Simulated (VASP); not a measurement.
**Geometry relaxation, with input and output: W (part 2 of 2)**

The same run, continued: W (Im-3m, 1 atom in the cell); Kohn-Sham DFT of a periodic cell, r2SCAN with rVV10, VASP PAW PBE potentials, recommended, no spin polarisation (VASP 6.6.1); cutoff 520 eV, 18×18×18 k-mesh, Gaussian smearing of 0.1 eV. The structure derives from an entry of the Crystallography Open Database.

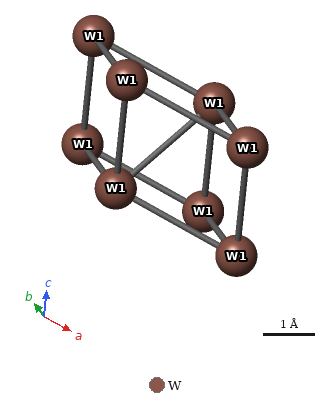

**Figure 1.** The geometry at step 1 of the log (ball-and-stick view of the cell of the calculation, seen slightly off an axis; atoms are numbered from 1 in the order of the input).

## Parts of OUTCAR, continued
```
 Free energy of the ion-electron system (eV)
  ---------------------------------------------------
  ext. energy  EPLUGINS =         0.00000000
  ---------------------------------------------------
  free energy    TOTEN  =       -51.13487991 eV

  energy without entropy =      -51.13128577  energy(sigma->0) =      -51.13308284

------------------------ aborting loop because EDIFF is reached ----------------------------------------

  FORCE on cell =-STRESS in cart. coord.  units (eV):
  Direction    XX          YY          ZZ          XY          YZ          ZX
  --------------------------------------------------------------------------------------
  -------------------------------------------------------------------------------------
  Total        0.0783630      0.0783630      0.0783630      0.0000000      0.0000000     -0.0000000
  in kB        7.9224208      7.9224208      7.9224208      0.0000000      0.0000000     -0.0000000
  external PRESSURE =       7.9224208 kB  Pullay stress =       0.0000000 kB

 VOLUME and BASIS-vectors are now :
 -----------------------------------------------------------------------------
  energy-cutoff  :      520.00
  volume of cell :       15.85
      direct lattice vectors                 reciprocal lattice vectors
    -1.582345000  1.582345000  1.582345000     0.000000000  0.315986716  0.315986716
     1.582345000 -1.582345000  1.582345000     0.315986716  0.000000000  0.315986716
     1.582345000  1.582345000 -1.582345000     0.315986716  0.315986716  0.000000000

 POSITION                                       TOTAL-FORCE (eV/Angst)
 -----------------------------------------------------------------------------------
      0.00000      0.00000      0.00000        -0.000000      0.000000     -0.000000
 -----------------------------------------------------------------------------------
    total drift:                                0.000000      0.000000      0.000000

  FREE ENERGIE OF THE ION-ELECTRON SYSTEM (eV)
  ---------------------------------------------------
  free  energy   TOTEN  =       -51.1348799117 eV

  energy  without entropy=      -51.1312857719  energy(sigma->0) =      -51.13308284

--------------------------------------- Ionic step        2  -------------------------------------------

 number of electron      14.0000002 magnetization

------------------------ aborting loop because EDIFF is reached ----------------------------------------

  FORCE on cell =-STRESS in cart. coord.  units (eV):
  Direction    XX          YY          ZZ          XY          YZ          ZX
  --------------------------------------------------------------------------------------
  -------------------------------------------------------------------------------------
  Total       -0.2807985     -0.2807985     -0.2807985     -0.0000000     -0.0000000      0.0000000
  in kB      -28.0689124    -28.0689124    -28.0689124     -0.0000000     -0.0000000      0.0000000
  external PRESSURE =     -28.0689124 kB  Pullay stress =       0.0000000 kB

 VOLUME and BASIS-vectors are now :
 -----------------------------------------------------------------------------
  energy-cutoff  :      520.00
  volume of cell :       16.03
      direct lattice vectors                 reciprocal lattice vectors
    -1.588326956  1.588326956  1.588326956     0.000000000  0.314796647  0.314796647
     1.588326956 -1.588326956  1.588326956     0.314796647  0.000000000  0.314796647
     1.588326956  1.588326956 -1.588326956     0.314796647  0.314796647  0.000000000

 POSITION                                       TOTAL-FORCE (eV/Angst)
 -----------------------------------------------------------------------------------
      1.58833      1.58833      1.58833        -0.000000      0.000000     -0.000000
 -----------------------------------------------------------------------------------
    total drift:                                0.000000     -0.000000      0.000000

  FREE ENERGIE OF THE ION-ELECTRON SYSTEM (eV)
  ---------------------------------------------------
  free  energy   TOTEN  =       -51.1337135573 eV

  energy  without entropy=      -51.1299821812  energy(sigma->0) =      -51.13184787

--------------------------------------- Ionic step        3  -------------------------------------------

 number of electron      14.0000003 magnetization

 Free energy of the ion-electron system (eV)
  ---------------------------------------------------
  ext. energy  EPLUGINS =         0.00000000
  ---------------------------------------------------
  free energy    TOTEN  =       -51.13497329 eV

  energy without entropy =      -51.13135045  energy(sigma->0) =      -51.13316187

 E-fermi :  11.2435     XC(G=0): -14.9633     alpha+bet :-18.1837

 val. band max:       11.2374464892   @ k =  -0.1667   0.1667   0.0556
 cond. band min:      11.2570363733   @ k =  -0.3889   0.3889   0.2778
 fundamental gap:      0.0195898841
 Fermi energy:        11.2435002610

 k-point     1 :       0.0000    0.0000    0.0000
  band No.  band energies     occupation
      1     -64.8432      2.00000
      2     -27.7071      2.00000
      3     -27.7071      2.00000
      4     -27.7071      2.00000
      5       1.1179      2.00000
      6       9.9766      2.00000
      7       9.9766      2.00000
      8       9.9766      2.00000
      9      13.8137      0.00000
     10      13.8137      0.00000
     11      26.4902      0.00000

 k-point     2 :       0.0556    0.0000    0.0000
  band No.  band energies     occupation
      1     -64.8387      2.00000
      2     -27.7518      2.00000
      3     -27.7210      2.00000
      4     -27.7074      2.00000
      5       1.2741      2.00000
      6       9.8799      2.00000
      7       9.9540      2.00000
      8      10.1266      2.00000
      9      13.6554      0.00000
     10      13.8129      0.00000
     11      26.6239      0.00000

 k-point     3 :       0.1111    0.0000    0.0000
  band No.  band energies     occupation
      1     -64.8258      2.00000
      2     -27.8791      2.00000
      3     -27.7605      2.00000
      4     -27.7080      2.00000
      5       1.7255      2.00000
      6       9.6130      2.00000
      7       9.8591      2.00000
      8      10.5714      2.00000
      9      13.3139      0.00000
     10      13.8190      0.00000
     11      26.9574      0.00000

 k-point     4 :       0.1667    0.0000    0.0000
  band No.  band energies     occupation
      1     -64.8059      2.00000
      2     -28.0703      2.00000
      3     -27.8206      2.00000
      4     -27.7090      2.00000
      5       2.4164      2.00000
      6       9.2324      2.00000
      7       9.6501      2.00000
      8      11.2956      0.46121
      9      13.0535      0.00000
     10      13.8516      0.00000
     11      27.2447      0.00000

 k-point     5 :       0.2222    0.0000    0.0000
  band No.  band energies     occupation
      1     -64.7815      2.00000
      2     -28.2988      2.00000
      3     -27.8934      2.00000
      4     -27.7102      2.00000
      5       3.2392      2.00000
      6       8.8043      2.00000
      7       9.3892      2.00000
      8      12.2718      0.00000
      9      13.0284      0.00000
     10      13.9318      0.00000
     11      27.0543      0.00000

 [... the levels of 18 k-points are left out ...]

 k-point    24 :       0.3889    0.1111    0.0000
  band No.  band energies     occupation
      1     -64.6929      2.00000
      2     -28.9885      2.00000
      3     -28.1853      2.00000
      4     -27.7750      2.00000
      5       5.1479      2.00000
      6       7.6674      2.00000
      7      10.5241      2.00000
      8      13.4989      0.00000
      9      14.9017      0.00000
     10      17.8754      0.00000
     11      22.7357      0.00000

 [... further k-points ...]

------------------------ aborting loop because EDIFF is reached ----------------------------------------

  FORCE on cell =-STRESS in cart. coord.  units (eV):
  Direction    XX          YY          ZZ          XY          YZ          ZX
  --------------------------------------------------------------------------------------
  -------------------------------------------------------------------------------------
  Total        0.0007965      0.0007965      0.0007965      0.0000000      0.0000000     -0.0000000
  in kB        0.0803265      0.0803265      0.0803265      0.0000000      0.0000000     -0.0000000
  external PRESSURE =       0.0803265 kB  Pullay stress =       0.0000000 kB

 VOLUME and BASIS-vectors are now :
 -----------------------------------------------------------------------------
  energy-cutoff  :      520.00
  volume of cell :       15.89
      direct lattice vectors                 reciprocal lattice vectors
    -1.583622908  1.583622908  1.583622908     0.000000000  0.315731730  0.315731730
     1.583622908 -1.583622908  1.583622908     0.315731730  0.000000000  0.315731730
     1.583622908  1.583622908 -1.583622908     0.315731730  0.315731730  0.000000000

 POSITION                                       TOTAL-FORCE (eV/Angst)
 -----------------------------------------------------------------------------------
      0.00000      0.00000      0.00000         0.000000      0.000000      0.000000
 -----------------------------------------------------------------------------------
    total drift:                                0.000000      0.000000      0.000000

  FREE ENERGIE OF THE ION-ELECTRON SYSTEM (eV)
  ---------------------------------------------------
  free  energy   TOTEN  =       -51.1349732942 eV

  energy  without entropy=      -51.1313504524  energy(sigma->0) =      -51.13316187

 reached required accuracy - stopping structural energy minimisation
```

## CONTCAR
```
W
   1.00000000000000
    -1.5836229076719235    1.5836229076719235    1.5836229076719235
     1.5836229076719235   -1.5836229076719235    1.5836229076719235
     1.5836229076719235    1.5836229076719235   -1.5836229076719235
  W
     1
Direct
     0.0000000000000000    0.0000000000000000    0.0000000000000000

  0.00000000E+00  0.00000000E+00  0.00000000E+00
```

## Trajectory as extended XYZ (Å, eV, eV/Å), 3 frames, from step=0 to step=2
```
1
Lattice="-1.5823 1.5823 1.5823 1.5823 -1.5823 1.5823 1.5823 1.5823 -1.5823" Properties=species:S:1:pos:R:3:forces:R:3 step=0 energy=-51.13488
W     0.0000    0.0000    0.0000    0.0000   0.0000   0.0000
1
Lattice="-1.5883 1.5883 1.5883 1.5883 -1.5883 1.5883 1.5883 1.5883 -1.5883" Properties=species:S:1:pos:R:3:forces:R:3 step=1 energy=-51.13371
W     1.5883    1.5883    1.5883    0.0000   0.0000   0.0000
1
Lattice="-1.5836 1.5836 1.5836 1.5836 -1.5836 1.5836 1.5836 1.5836 -1.5836" Properties=species:S:1:pos:R:3:forces:R:3 step=2 energy=-51.13497
W     0.0000    0.0000    0.0000    0.0000   0.0000   0.0000
```

This output came from the following input.

## INCAR
```
ALGO = Normal
BPARAM = 11.95
CPARAM = 0.0093
EDIFF = 1E-7
EDIFFG = -0.002
ENCUT = 520
IBRION = 2
ISIF = 3
ISMEAR = 0
IVDW_NL = 2
LASPH = T
LCHARG = F
LMIXTAU = T
LREAL = F
LUSE_VDW = T
LWAVE = F
METAGGA = R2SCAN
NELM = 60
NSW = 80
PREC = Accurate
SIGMA = 0.1
```

## KPOINTS
```
k-points
0
Gamma
  18 18 18
```

## POSCAR
```
W
1.0
   -1.5823450000      1.5823450000      1.5823450000
    1.5823450000     -1.5823450000      1.5823450000
    1.5823450000      1.5823450000     -1.5823450000
W
1
Direct
    0.0000000000      0.0000000000      0.0000000000
```

Launch command:
```bash
cat potpaw_PBE.64/W_sv/POTCAR > POTCAR
mpirun -np 1 vasp_std > vasp.out
```

## Summary

| quantity | value |
| --- | --- |
| outcome | converged |
| space group (tolerance 0.01 Å) | Im-3m (229) |
| electrons treated | 14 |
| free energy | −51.1350 eV |
| Fermi energy | 11.244 eV |
| gap on the k-point mesh | none (metallic) |
| pressure | 0.01 GPa |
| final volume | 15.89 Å³ |
| largest force (length of the vector) at the end | under 0.001 eV/Å |
| final cell | a = 2.743 Å, b = 2.743 Å, c = 2.743 Å, α = 109.47°, β = 109.47°, γ = 109.47° |
| hardware | 1 thread of Intel Xeon (Granite Rapids), 64 GiB of memory available, shared host |
| wall time | 2.6 min |
| peak memory | 0.21 GiB |

## Notes

Spin–orbit coupling is left out, which matters for W.
